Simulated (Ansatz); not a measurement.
# How much does C in Pt(111), 2x2 scatter?, part 2 of 3

How strong a scatterer is C in Pt(111), 2x2, and does relaxation matter?

Ansatz 0.2.0; Ansatz plane-wave DFT, PBE, PAW files; ballistic transport by layer matching (Landauer), zero bias; PAW set soft_1 (the session's first sound run).

So far, resistivity per at.% scaled from this dense plane, with the factor 3/4 for isotropic scattering (µΩ cm): step 3 (resistance at ideal sites) 3.38.

## 4. Relaxing the neighbours

The neighbours of the defect are let go while the lead's layers stay on their sites, since a lead must repeat to 0.01 Å.

This step: Ansatz plane-wave DFT, PBE, PAW files; relaxation with the lead's layers held; PAW set soft_1 (Ansatz 0.2.0).

Contents of input.yaml:

```yaml
crystal:
  lattice:
    - [5.5462627489, 0.0, 0.0]
    - [-2.7731313745, 4.8032044366, 0.0]
    - [-1.3865656872, 0.8005340728, 24.9067751428]
  atoms:
    - { symbol: Pt, position: [0.0075757576, 0.9924242424, 0.0454545455] }
    - { symbol: Pt, position: [0.0075757576, 0.4924242424, 0.0454545455] }
    - { symbol: Pt, position: [0.5075757576, 0.9924242424, 0.0454545455] }
    - { symbol: Pt, position: [0.5075757576, 0.4924242424, 0.0454545455] }
    - { symbol: Pt, position: [0.1893939394, 0.3106060606, 0.1363636364] }
    - { symbol: Pt, position: [0.1893939394, 0.8106060606, 0.1363636364] }
    - { symbol: Pt, position: [0.6893939394, 0.3106060606, 0.1363636364] }
    - { symbol: Pt, position: [0.6893939394, 0.8106060606, 0.1363636364] }
    - { symbol: Pt, position: [0.3712121212, 0.1287878788, 0.2272727273] }
    - { symbol: Pt, position: [0.3712121212, 0.6287878788, 0.2272727273] }
    - { symbol: Pt, position: [0.8712121212, 0.1287878788, 0.2272727273] }
    - { symbol: Pt, position: [0.8712121212, 0.6287878788, 0.2272727273] }
    - { symbol: Pt, position: [0.053030303, 0.946969697, 0.3181818182] }
    - { symbol: Pt, position: [0.053030303, 0.446969697, 0.3181818182] }
    - { symbol: Pt, position: [0.553030303, 0.946969697, 0.3181818182] }
    - { symbol: Pt, position: [0.553030303, 0.446969697, 0.3181818182] }
    - { symbol: Pt, position: [0.2348484848, 0.2651515152, 0.4090909091] }
    - { symbol: Pt, position: [0.2348484848, 0.7651515152, 0.4090909091] }
    - { symbol: Pt, position: [0.7348484848, 0.2651515152, 0.4090909091] }
    - { symbol: Pt, position: [0.7348484848, 0.7651515152, 0.4090909091] }
    - { symbol: Pt, position: [0.4166666667, 0.0833333333, 0.5] }
    - { symbol: Pt, position: [0.4166666667, 0.5833333333, 0.5] }
    - { symbol: Pt, position: [0.9166666667, 0.0833333333, 0.5] }
    - { symbol: Pt, position: [0.9166666667, 0.5833333333, 0.5] }
    - { symbol: Pt, position: [0.0984848485, 0.9015151515, 0.5909090909] }
    - { symbol: Pt, position: [0.0984848485, 0.4015151515, 0.5909090909] }
    - { symbol: Pt, position: [0.5984848485, 0.9015151515, 0.5909090909] }
    - { symbol: Pt, position: [0.5984848485, 0.4015151515, 0.5909090909] }
    - { symbol: Pt, position: [0.2803030303, 0.2196969697, 0.6818181818] }
    - { symbol: Pt, position: [0.2803030303, 0.7196969697, 0.6818181818] }
    - { symbol: Pt, position: [0.7803030303, 0.2196969697, 0.6818181818] }
    - { symbol: Pt, position: [0.7803030303, 0.7196969697, 0.6818181818] }
    - { symbol: C, position: [0.2575757576, 0.2424242424, 0.5454545455] }
    - { symbol: Pt, position: [0.4621212121, 0.0378787879, 0.7727272727] }
    - { symbol: Pt, position: [0.4621212121, 0.5378787879, 0.7727272727] }
    - { symbol: Pt, position: [0.9621212121, 0.0378787879, 0.7727272727] }
    - { symbol: Pt, position: [0.9621212121, 0.5378787879, 0.7727272727] }
    - { symbol: Pt, position: [0.1439393939, 0.8560606061, 0.8636363636] }
    - { symbol: Pt, position: [0.1439393939, 0.3560606061, 0.8636363636] }
    - { symbol: Pt, position: [0.6439393939, 0.8560606061, 0.8636363636] }
    - { symbol: Pt, position: [0.6439393939, 0.3560606061, 0.8636363636] }
    - { symbol: Pt, position: [0.3257575758, 0.1742424242, 0.9545454545] }
    - { symbol: Pt, position: [0.3257575758, 0.6742424242, 0.9545454545] }
    - { symbol: Pt, position: [0.8257575758, 0.1742424242, 0.9545454545] }
    - { symbol: Pt, position: [0.8257575758, 0.6742424242, 0.9545454545] }
kpoints:
  mp_grid: { grid: [5, 5, 1] }
hamiltonian:
  xc: pbe
  pseudopotentials: { kind: paw, azcp: { folder: soft_1 } }
scf:
  occupations: { method: fermi_dirac, width: 0.1 }
relax:
  f_tol: 0.03
  max_steps: 40
  constraints:
    - { sites: [0, 1, 2, 3, 4, 5, 6, 7, 8, 9, 10, 11, 33, 34, 35, 36, 37, 38, 39, 40, 41, 42, 43, 44] }
```

Run with:

```bash
> ansatz run input.yaml --threads 4 --pin off --max-ram 15360MiB --backend cpu --events-out ev --progress --plain --runs-dir out
```

Numbers of over 12 decimals in the logs are rounded to 6 here.

The program printed:

```text
Warning: crystal.symmetry: narrowed to the stabiliser of the relax constraints — unitary ops 4 → 2; lowered at sites 12, 13, 14, 15, 33, 34, 35, 36 (the operations that carried what is held of a site onto what its image site leaves free; the constrained walk keeps no symmetry that its constraints do not admit)
[...]
Crystal: 45 atoms, lattice volume = 663.512 Å³
Basis set: ecut = 420 eV, 13001 PW (Γ), exchange–correlation on 80×80×360 points (8 copies of the dense FFT grid, shifted against one another)
Bands: 478, of which v1, the nominal top of the filled ones, is band 398 counted from 1 (397 counted from 0)
Symmetry: 2 space group operations
k-points: 9 of 25 (time reversal used)
[...]
SCF iter   1: F=—  HF=-551357.347587 eV  |F-HF|=—  |Δ(HF+E_count)|=         —  Δρ=1.14e-1  dr2=1.73e3  ethr=3.10e-3  ⟨swp⟩=4.8  Hψ=13094  notcnv=0  defer=195
[...]
SCF iter  10: F=-551334.864763 eV  HF=-551334.864765 eV  |F-HF|=2.44e-6  |Δ(HF+E_count)|=   3.30e-7  Δρ=3.65e-6  dr2=2.47e-6  ethr=2.83e-9  ⟨swp⟩=2.0  Hψ=7911  notcnv=0
SCF 1 converged in 10 iterations: F = -551334.864763 eV  dr2 = 2.47e-6
[...]
relax step   1: F+E_penalty+E_count = -551334.86476258 eV  Δ(F+E_penalty+E_count) = +0.000e0 eV  max|allowed force component| = 2.076e0 eV/Å  Δτ_max = 0.0000 Å  (10 SCF iters, dr2 threshold 2.25e-5 eV, accepted)
[...]
iter 1 solved again at ethr=2.89e-4 eV; its pass at ethr=3.10e-3 eV (dr2=2.30e0 eV) is discarded
[...]
SCF iter   6: F=-551335.422887 eV  HF=-551335.422899 eV  |F-HF|=1.15e-5  |Δ(HF+E_count)|=   2.37e-6  Δρ=1.13e-5  dr2=1.19e-5  ethr=1.26e-8  ⟨swp⟩=2.0  Hψ=9236  notcnv=0
SCF 2 converged in 6 iterations: F = -551335.422887 eV  dr2 = 1.19e-5
[...]
relax step   2: F+E_penalty+E_count = -551335.42288741 eV  Δ(F+E_penalty+E_count) = -5.581e-1 eV  max|allowed force component| = 6.237e-1 eV/Å  Δτ_max = 0.1432 Å  (6 SCF iters, dr2 threshold 1.00e-4 eV, accepted)
SCF iter   1: F=—  HF=-551335.497728 eV  |F-HF|=—  |Δ(HF+E_count)|=         —  Δρ=3.11e-3  dr2=1.11e-1  ethr=2.96e-4  ⟨swp⟩=4.3  Hψ=7873  notcnv=0  defer=401
[...]
SCF iter   6: F=-551335.492187 eV  HF=-551335.492188 eV  |F-HF|=1.12e-6  |Δ(HF+E_count)|=   5.36e-7  Δρ=5.05e-6  dr2=1.22e-6  ethr=2.40e-9  ⟨swp⟩=2.0  Hψ=9191  notcnv=0
SCF 3 converged in 6 iterations: F = -551335.492187 eV  dr2 = 1.22e-6
relax step   3: F+E_penalty+E_count = -551335.49218707 eV  Δ(F+E_penalty+E_count) = -6.930e-2 eV  max|allowed force component| = 1.165e-1 eV/Å  Δτ_max = 0.0595 Å  (6 SCF iters, dr2 threshold 2.43e-5 eV, accepted)
SCF iter   1: F=—  HF=-551335.493610 eV  |F-HF|=—  |Δ(HF+E_count)|=         —  Δρ=4.17e-4  dr2=1.60e-3  ethr=2.72e-6  ⟨swp⟩=3.3  Hψ=7615  notcnv=0  defer=401
[...]
SCF iter   6: F=-551335.494120 eV  HF=-551335.494120 eV  |F-HF|=8.73e-9  |Δ(HF+E_count)|=   5.01e-9  Δρ=6.00e-7  dr2=1.02e-8  ethr=1.26e-11  ⟨swp⟩=3.0  Hψ=9856  notcnv=0
SCF 4 converged in 6 iterations: F = -551335.494120 eV  dr2 = 1.02e-8
relax step   4: F+E_penalty+E_count = -551335.49411967 eV  Δ(F+E_penalty+E_count) = -1.933e-3 eV  max|allowed force component| = 1.718e-2 eV/Å  Δτ_max = 0.0118 Å  (6 SCF iters, accepted)
SCF converged after 6 iterations
Free energy (F): -551335.494120 eV
[...]
Internal energy: -551333.154044 eV  (E = F + TS)
E sigma→0 (E₀):  -551334.324082 eV
Entropy (-TS):   -2.340076 eV (-52.002 meV/atom)
Fermi energy:    23.620025 eV
[...]
--- Forces (eV/Å), atoms counted from 1 ---
  atom   1  Pt    -0.00392002    -0.00681779    -0.00322996
  atom   2  Pt    -0.00246869     0.00142530     0.00257008
  atom   3  Pt     0.00280739    -0.00162085    -0.00942770
  atom   4  Pt     0.00394437     0.00680373    -0.00322996
  atom   5  Pt     0.00005169    -0.00002984    -0.01007600
  atom   6  Pt     0.00298692    -0.00261262     0.00026800
  atom   7  Pt     0.00375605    -0.00128044     0.00026800
  atom   8  Pt    -0.00254955     0.00147198     0.00161783
  atom   9  Pt     0.02175154    -0.01255826    -0.29071584
  atom  10  Pt     0.00021255     0.02915259    -0.28655360
  atom  11  Pt    -0.02514061    -0.01476037    -0.28655360
  atom  12  Pt    -0.00232464     0.00134213    -0.30865909
  atom  13  Pt    -0.00005726     0.00053950    -0.00025479
  atom  14  Pt     0.00047092    -0.00027189    -0.00048063
  atom  15  Pt    -0.00003371     0.00001946    -0.00763712
  atom  16  Pt    -0.00049585    -0.00022017    -0.00025479
  atom  17  Pt     0.00085117    -0.00049142    -0.00534553
  atom  18  Pt    -0.00018455    -0.00048102     0.00134627
  atom  19  Pt     0.00032430     0.00040033     0.00134627
  atom  20  Pt     0.00108361    -0.00062562     0.00163552
  atom  21  Pt     0.01020871    -0.00589400    -0.01665632
  atom  22  Pt     0.00125656     0.00754126    -0.01717524
  atom  23  Pt    -0.00590264    -0.00485884    -0.01717524
  atom  24  Pt     0.00082057    -0.00047376     0.01275589
  atom  25  Pt    -0.00123284    -0.00785192     0.01697324
  atom  26  Pt    -0.01046293     0.00604078     0.01639472
  atom  27  Pt    -0.00090522     0.00052263    -0.01223400
  atom  28  Pt     0.00618355     0.00499363     0.01697324
  atom  29  Pt    -0.00077810     0.00044924     0.00598479
  atom  30  Pt     0.00056180     0.00062451    -0.00146074
  atom  31  Pt    -0.00025994    -0.00079879    -0.00146074
  atom  32  Pt    -0.00120571     0.00069612    -0.00185485
  atom  33  C     -0.00004337     0.00002504     0.00020736
  atom  34  Pt     0.02646063    -0.01527705     0.32928442
  atom  35  Pt    -0.00204673     0.02991092     0.32698147
  atom  36  Pt    -0.02692698    -0.01318294     0.32698147
  atom  37  Pt     0.00015946    -0.00009207     0.23143648
  atom  38  Pt     0.00067116    -0.01361387    -0.00757260
  atom  39  Pt    -0.00720327     0.00415881    -0.00372522
  atom  40  Pt     0.00227313    -0.00131239    -0.01522431
  atom  41  Pt     0.01212554     0.00622569    -0.00757260
  atom  42  Pt    -0.00005016     0.00002896     0.00870754
  atom  43  Pt    -0.00271504     0.00306298     0.00454443
  atom  44  Pt    -0.00401014     0.00081980     0.00454443
  atom  45  Pt     0.00195288    -0.00112750     0.00372490
  max |Σ_I F_I| component: 1.59e-5 eV/Å
--- Relaxed structure (4 steps of the walk, 4 accepted, 0 SCFs on fresh bases) ---
  F+E_penalty+E_count = -551335.49411967 eV   max|allowed force component| = 1.718e-2 eV/Å
  atoms:
    - { symbol: Pt, position: [0.00757576, 0.992424, 0.045455] }
    - { symbol: Pt, position: [0.00757576, 0.492424, 0.045455] }
    - { symbol: Pt, position: [0.507576, 0.992424, 0.045455] }
    - { symbol: Pt, position: [0.507576, 0.492424, 0.045455] }
    - { symbol: Pt, position: [0.189394, 0.310606, 0.136364] }
    - { symbol: Pt, position: [0.189394, 0.810606, 0.136364] }
    - { symbol: Pt, position: [0.689394, 0.310606, 0.136364] }
    - { symbol: Pt, position: [0.689394, 0.810606, 0.136364] }
    - { symbol: Pt, position: [0.371212, 0.128788, 0.227273] }
    - { symbol: Pt, position: [0.371212, 0.628788, 0.227273] }
    - { symbol: Pt, position: [0.871212, 0.128788, 0.227273] }
    - { symbol: Pt, position: [0.871212, 0.628788, 0.227273] }
    - { symbol: Pt, position: [0.052700, 0.946927, 0.316554] }
    - { symbol: Pt, position: [0.052671, 0.447329, 0.316548] }
    - { symbol: Pt, position: [0.552873, 0.947127, 0.316874] }
    - { symbol: Pt, position: [0.553073, 0.447300, 0.316554] }
    - { symbol: Pt, position: [0.234374, 0.265626, 0.405649] }
    - { symbol: Pt, position: [0.233207, 0.764968, 0.406209] }
    - { symbol: Pt, position: [0.735032, 0.266793, 0.406209] }
    - { symbol: Pt, position: [0.735037, 0.764963, 0.406156] }
    - { symbol: Pt, position: [0.420166, 0.079834, 0.496382] }
    - { symbol: Pt, position: [0.420300, 0.591412, 0.496275] }
    - { symbol: Pt, position: [0.908588, 0.079700, 0.496275] }
    - { symbol: Pt, position: [0.916609, 0.583391, 0.497991] }
    - { symbol: Pt, position: [0.094623, 0.893636, 0.593104] }
    - { symbol: Pt, position: [0.094756, 0.405244, 0.592999] }
    - { symbol: Pt, position: [0.598328, 0.901672, 0.591418] }
    - { symbol: Pt, position: [0.606364, 0.405377, 0.593104] }
    - { symbol: Pt, position: [0.280565, 0.219435, 0.683633] }
    - { symbol: Pt, position: [0.281603, 0.720002, 0.683174] }
    - { symbol: Pt, position: [0.779998, 0.218397, 0.683174] }
    - { symbol: Pt, position: [0.779989, 0.720011, 0.683228] }
    - { symbol: C, position: [0.257466, 0.242534, 0.544693] }
    - { symbol: Pt, position: [0.462121, 0.037879, 0.772727] }
    - { symbol: Pt, position: [0.462121, 0.537879, 0.772727] }
    - { symbol: Pt, position: [0.962121, 0.037879, 0.772727] }
    - { symbol: Pt, position: [0.962121, 0.537879, 0.772727] }
    - { symbol: Pt, position: [0.143939, 0.856061, 0.863636] }
    - { symbol: Pt, position: [0.143939, 0.356061, 0.863636] }
    - { symbol: Pt, position: [0.643939, 0.856061, 0.863636] }
    - { symbol: Pt, position: [0.643939, 0.356061, 0.863636] }
    - { symbol: Pt, position: [0.325758, 0.174242, 0.954545] }
    - { symbol: Pt, position: [0.325758, 0.674242, 0.954545] }
    - { symbol: Pt, position: [0.825758, 0.174242, 0.954545] }
    - { symbol: Pt, position: [0.825758, 0.674242, 0.954545] }
```

Elapsed: 3.5 min, on 4 threads of Intel Xeon Platinum 8488C (Sapphire Rapids), shared host; peak memory 6.1 GiB; 14 min of CPU time.

The steps of the relaxation:

| step | energy less that of the first step (eV) | largest force component (eV/Å) |
| --- | --- | --- |
| 1 | 0.0000 | 2.0761 |
| 2 | -0.5581 | 0.6237 |
| 3 | -0.6274 | 0.1165 |
| 4 | -0.6294 | 0.0172 |

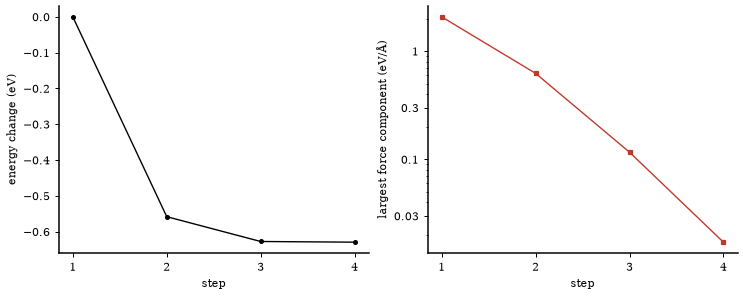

Energy and largest force along the relaxation.

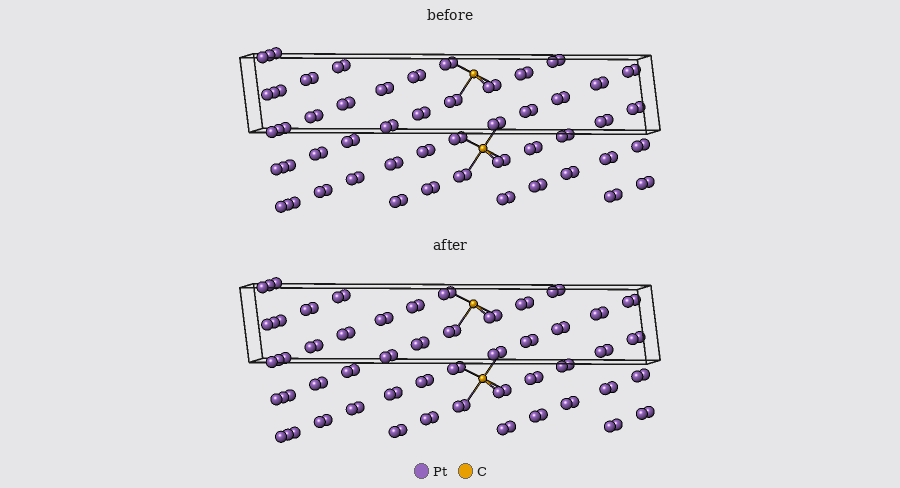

Before and after, at one scale. Bonds to atoms that aren't drawn are left out.

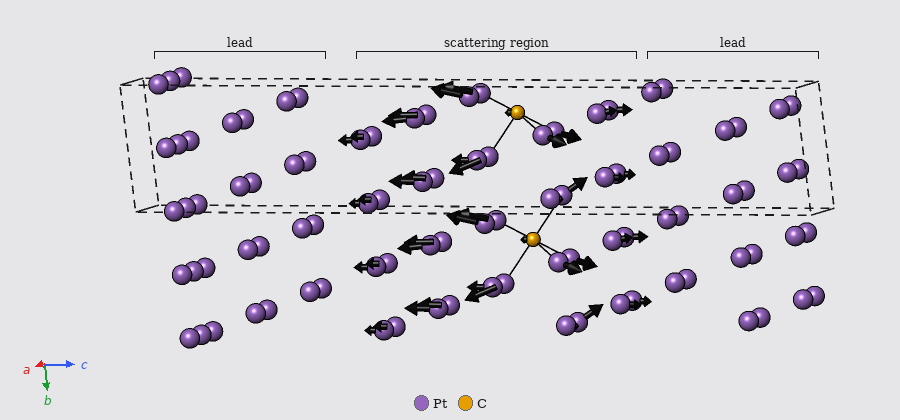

Displacements in the relaxation, exaggerated; the longest in the cell stands for 0.10 Å. Bonds to atoms that aren't drawn are left out. 1×2×1 cells are drawn. Some periodic images of atoms are drawn too.

The atoms that moved most (Å):

```
atom      dx      dy      dz  length
Pt22   0.003   0.036  -0.093   0.099
Pt23  -0.030  -0.020  -0.093   0.099
Pt21   0.034  -0.020  -0.090   0.098
Pt17   0.001   0.000  -0.086   0.086
Pt20   0.006  -0.003  -0.073   0.073
Pt18  -0.005  -0.003  -0.072   0.072
Pt19   0.000   0.006  -0.072   0.072
Pt25  -0.003  -0.036   0.055   0.066
```

This step gave:

- free energy: -551335.4941 eV
- energy at zero smearing: -551334.3241 eV
- Fermi energy: 23.62 eV

The largest force component on a free atom ends at 0.017 eV/Å, under the tolerance of 0.03, after 4 steps.

(Continued in part 3 of 3.)

[Logs are printed without paths, hosts, clocks, repeated set-up lines and the standing remarks that a program may print on its own settings, such as how far it seeks lower states.]

[Hosts, paths, dates, database ids (printed as entryN), source tags and the programs' standing remarks are cut or masked in the printed files.]
